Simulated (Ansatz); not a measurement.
Consider VN.

```
V N
1.0
     2.02272   -2.02272    0.00000
     2.02272    2.02272    0.00000
     0.00000    0.00000    4.12800
V N
2 2
Direct
  0.00000 0.00000 0.00000
  0.50000 0.50000 0.50000
  0.50000 0.50000 0.00000
  0.00000 0.00000 0.50000
```

Space group I4/mmm; changed on purpose from its base cell (equal xx and yy strain of -2 %, PAW files); computed pressure about 11 GPa in this cell; the program warned that a starting moment wasn't kept; spin-polarised, but the moments vanished.

Level of theory: DFT, PBE, PAW with Ansatz's default frozen-core files, scalar-relativistic in Ansatz 0.2.0.

Q: What can the converged valence pseudo-density and electron localisation function tell about the bonding?

A: V–N (2.02 Å): ρ is about 0.62 e/Å³ halfway; the ELF peaks at about 0.80 in the valence shell of N, 0.6 Å from its nucleus, and is about 0.20 at the midpoint: no localised pair shows between them.

Q: Metal or insulator at this level of theory?

A: It is metallic or semimetallic at this level of theory: no gap opens; semilocal functionals without U, or without the true magnetic order, often close the gap of such compounds.

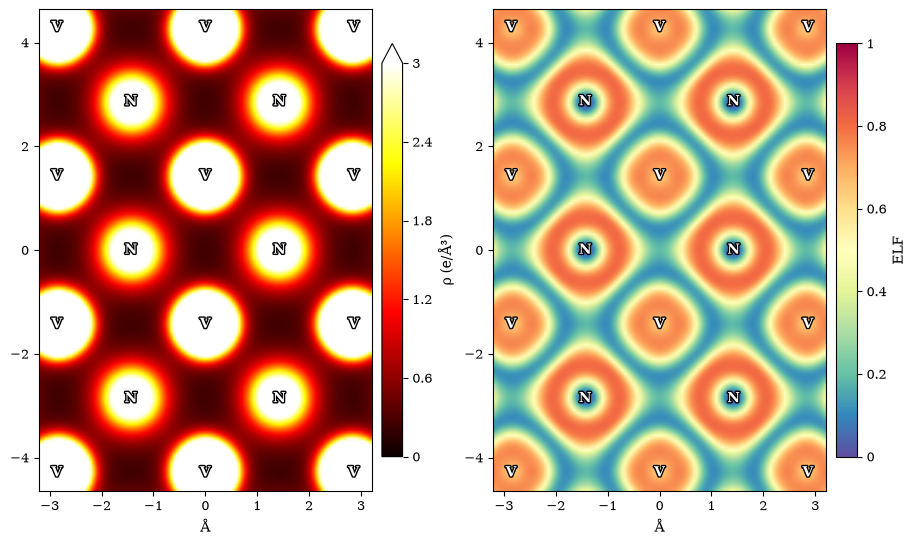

Computed valence pseudo-density and electron localisation function on the (001) plane of the conventional cell, in this order. 

The density is the valence pseudo-density of a PAW calculation; it isn't the true density close to the nuclei.
